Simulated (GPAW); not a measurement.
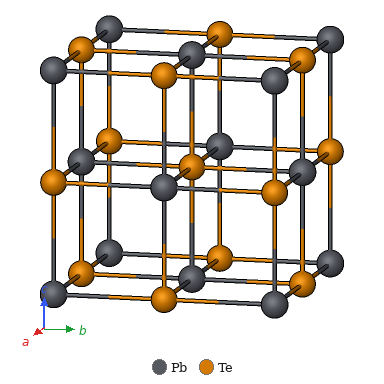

System: TePb, space group Fm-3m (No. 225). The picture shows the conventional cell.

Structure:
```
CELL_PARAMETERS angstrom
0.00000 3.23100 3.23100
3.23100 0.00000 3.23100
3.23100 3.23100 0.00000
ATOMIC_POSITIONS crystal
Pb 0.00000 0.00000 0.00000
Te 0.50000 0.50000 0.50000
```

Computed with GPAW 26.7.0: PAW DFT in plane waves, on a grid or in atomic orbitals, no spin polarisation; energies at scaled volumes of the given cell, shape and fractions fixed, counted from the fit's minimum, third-order Birch-Murnaghan fit. Level: PBE.

k mesh 6×6×6; occupations Fermi–Dirac; smearing width 0.05 eV; potentials GPAW PAW data sets (gpaw data 1.2.1); wave cutoff 600 eV; program settings basis pw.

Predict the energy and pressure against volume. The volume takes the values 31.71, 32.38, 33.05, 33.73, 34.40, 35.08, 35.75 Å³/atom.

A third-order Birch–Murnaghan fit gives V0 = 35.23 Å³/atom, B0 = 38.9 GPa and B′ = 4.5. The energy is 51.93 meV/atom at volume 31.71 Å³/atom and 0.92 meV/atom at 35.75 Å³/atom; the lowest computed point is at volume 35.08 Å³/atom (0.08 meV/atom). The pressure falls from 5.20 GPa at volume 31.71 Å³/atom to −0.56 GPa at 35.75 Å³/atom, and changes sign near 35.23 Å³/atom.

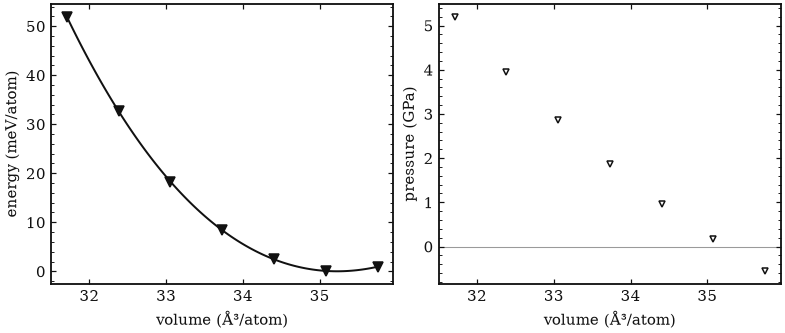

Keep in mind: spin-orbit coupling left out, heavy elements.
